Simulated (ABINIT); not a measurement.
## NaF (Fm-3m): refractive index against wavelength

The refractive index of NaF (Fm-3m) below the direct gap (6.32 eV on the mesh) is read from one computed spectrum, n = √(Re ε).

It takes space group Fm-3m (No. 225, cubic). The conventional cell has a = 4.640 Å, b = 4.640 Å, c = 4.640 Å, α = 90.00°, β = 90.00°, γ = 90.00°. Na on site a is surrounded by 6 F at 2.32 Å. F on site b has 6 Na at 2.32 Å as nearest neighbours.

Method: ABINIT 10.8.3, PBE, independent particles, k-mesh 13×13×13, Lorentzian half width 0.05 eV.

Launch of the response step: `optic optic.abi`. The run took 18 s, its band step included, on 4 threads of AMD EPYC 9R45 96-Core Processor (Zen 5), on a shared host.

| wavelength (nm) | photon energy E (eV) | n |
| --- | --- | --- |
| 700 | 1.771 | 1.3566 |
| 633 | 1.959 | 1.3581 |
| 532 | 2.331 | ? |
| 450 | 2.755 | 1.3665 |
| 405 | 3.061 | 1.3708 |
| 365 | 3.397 | 1.3763 |
| 308 | 4.025 | 1.3893 |

In the single-oscillator model n² − 1 = E₀E_d/(E₀² − E²), so 1/(n² − 1) = E₀/E_d − E²/(E₀E_d) is linear in E².

Working, on the rows shown:

| x = E² (eV²) | y = 1/(n² − 1) |
| --- | --- |
| 3.13716 | 1.18996 |
| 3.83641 | 1.18422 |
| 7.59115 | 1.15297 |
| 9.37179 | 1.13754 |
| 11.5384 | 1.11832 |
| 16.2043 | 1.07509 |

Means: x̄ = 8.6132, ȳ = 1.143. Σ(x − x̄)(y − ȳ) = -1.056, Σ(x − x̄)² = 120.6. Slope = -1.056 / 120.6 = -0.008757; intercept = ȳ − slope · x̄ = 1.2184. Turned back into n, the line misses the rows shown by at most 0.00045.

Problem. What does the fit predict for the withheld row, and how well does it do?

Solution. At x = 5.4314 the line gives y = 1.1709, that is 1.3616. The run gave 1.3616, so the interpolation holds to the digits printed.

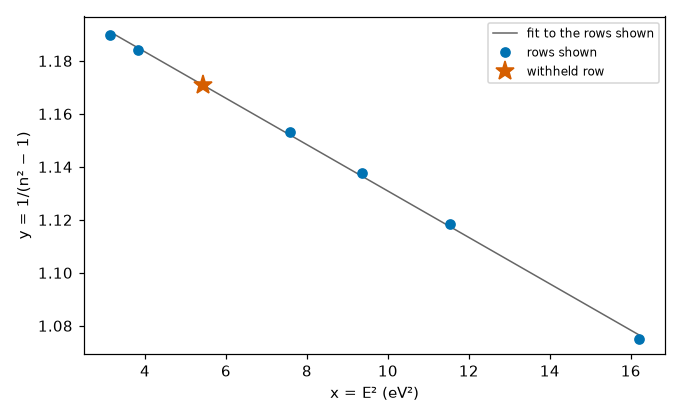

Refitted with all rows, the slope is -0.00876 and the intercept 1.2185. These give E₀ = √(intercept/−slope) = 11.79 eV and E_d = E₀/intercept = 9.7 eV; E₀ is 1.9 times the direct gap. The electronic limit at long wavelengths, without lattice vibrations, is n = √(1 + 1/intercept) = 1.349. Excitons are left out and so are local fields; PBE gaps are as a rule too small. The values come from a sum over the points of one k-mesh and carry its error, which grows as the direct gap shrinks.
